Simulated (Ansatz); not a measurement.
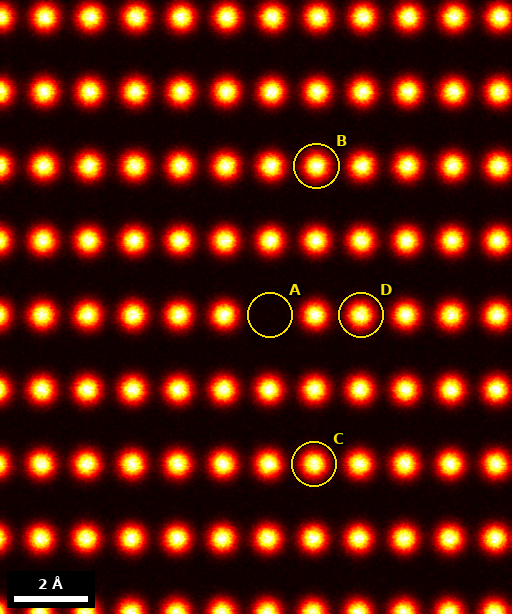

HAADF-like image of Cu (P6_3/mmc, No. 194) along [210]. Simulated incoherent Z contrast: every atom adds Z^1.7 spread by a probe of 0.57 Å full width; channelling and multiple scattering are left out. Shot noise and a slight drift were added.

The sample is 1 repeat (4.3 Å) thick. One point defect was put into the perfect crystal, without relaxing the atoms around it. Brightness is counted from the darkest point of the image. Host structure: coordinates from a relaxation with Ansatz, DFT, LDA (PW92), plane waves (420 eV) with PAW, scalar-relativistic; the starting structure was generated, so it need not be a known form of this composition.

**Which ringed column holds the defect, and does it scatter more or less than its equals?**

A; it scatters less. The column holds 1 atom (Cu) through the sample, and one Cu atom is missing, so its peak vanishes.
